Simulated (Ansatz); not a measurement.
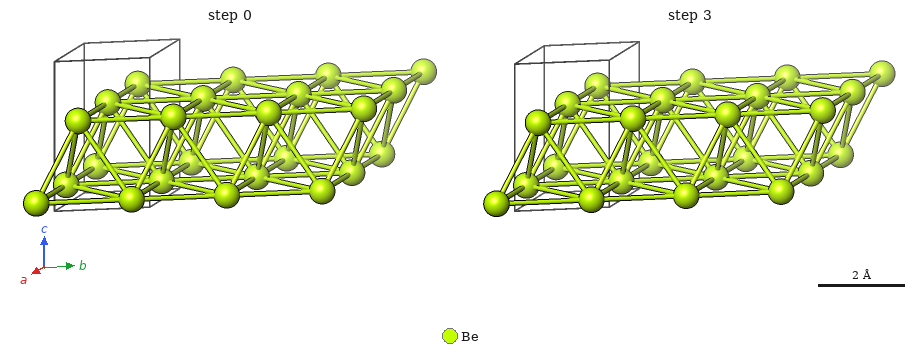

The structure of a crystal of Be (built on the hcp type) (coarse preliminary run) before (left) and after (right) a relaxation, at one scale.

Style: ball-and-stick. Shown: the cell of the calculation, repeated 3 × 4 × 1 with one cell outlined, slightly off an axis.

Computed with DFT PBE, scalar-relativistic, plane waves, PAW in Ansatz 0.2.0. (plane-wave cutoff 420 eV; k-point mesh 10 × 10 × 6; occupations gaussian; smearing width 0.05 eV; no spin polarisation; cell and atoms relaxed; force threshold 0.03 eV/Å; at most 60 steps)

**Describe what moved and what it gained.**

No atom moves by more than 0.005 Å relative to the cell. The drawn cell changes as follows: a = b 2.290 → 2.280 Å (−0.4 %), c 3.588 → 3.527 Å (−1.7 %); the volume changes by −2.6 %. Some distances before and after: Be–Be 2.229 → 2.201 Å, Be–Be 2.290 → 2.280 Å. The space group stays P6_3/mmc (No. 194). The energy falls by 3.2 meV per atom in 2 accepted moves (3 points after the start). All forces vanish by symmetry, so only the cell relaxes. Pressure: −3.20 GPa at the start and 0.00 GPa at the end. The SCF was repeated once at an unchanged geometry on a basis and grid sized afresh for the cell, which shifted the energy by 0.1 meV per atom at most. The run took about 1.3 core-seconds on a shared host.
